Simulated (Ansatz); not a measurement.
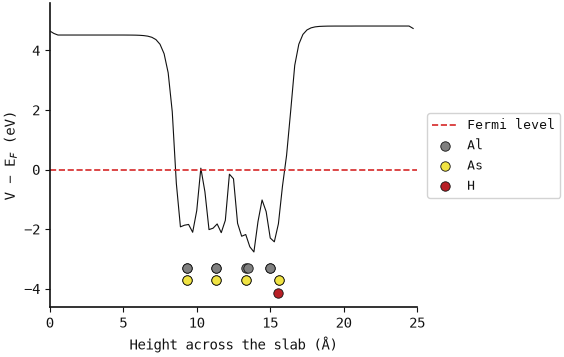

Plane-averaged electrostatic potential energy of an electron across the slab; circles at the bottom mark the heights of the atoms (positions after relaxation).

System: a (110) slab cut from AlAs (F-43m), of composition Al₈As₈H (not the bulk's), ended by AlAs planes, 17 atoms in the cell. Starting structure of the relaxation:

```cif
data_structure
_symmetry_space_group_name_H-M 'P 1'
_symmetry_Int_Tables_number 1
_cell_length_a 8.0104
_cell_length_b 5.6642
_cell_length_c 25.0078
_cell_angle_alpha 90.000
_cell_angle_beta 90.000
_cell_angle_gamma 90.000
_cell_volume 1134.66
loop_
_atom_site_label
_atom_site_type_symbol
_atom_site_fract_x
_atom_site_fract_y
_atom_site_fract_z
_atom_site_occupancy
Al1 Al 0.25000 0.50000 0.33989 1
Al2 Al 0.75000 0.50000 0.33989 1
As1 As 0.50000 0.25000 0.33989 1
As2 As 0.00000 0.25000 0.33989 1
Al3 Al 0.50000 0.00000 0.41997 1
Al4 Al 0.00000 0.00000 0.41997 1
As3 As 0.75000 0.75000 0.41997 1
As4 As 0.25000 0.75000 0.41997 1
Al5 Al 0.75000 0.50268 0.50402 1
Al6 Al 0.25000 0.50268 0.50402 1
As5 As 0.00000 0.25386 0.50053 1
As6 As 0.50000 0.25386 0.50053 1
Al7 Al 0.00000 0.92627 0.56198 1
Al8 Al 0.50000 0.92627 0.56198 1
As7 As 0.25000 0.71708 0.58971 1
As8 As 0.75000 0.71708 0.58971 1
H1 H 0.75000 0.18987 0.55052 1
```

Ansatz; DFT PBE+D3(BJ), scalar-relativistic, plane waves, PAW, spin-polarised, 4×5×1 k mesh, 420 eV cutoff, Gaussian smearing of 0.05 eV.

Question: What is the work function?

Answer: The work function is 4.82 eV at the right face and 4.52 eV at the left.

Question: How thick are slab and vacuum?

Answer: The outermost atoms are 6.3 Å apart, which leaves 18.7 Å of vacuum in a cell 25.0 Å high.

Question: Do the two faces differ, and what does that say about the slab's dipole?

Answer: The vacuum levels differ by 0.30 eV, so the slab carries a dipole along its normal. Some atoms were held fixed in the relaxation, which can itself make the faces differ.

Some starting moments didn't survive the run.
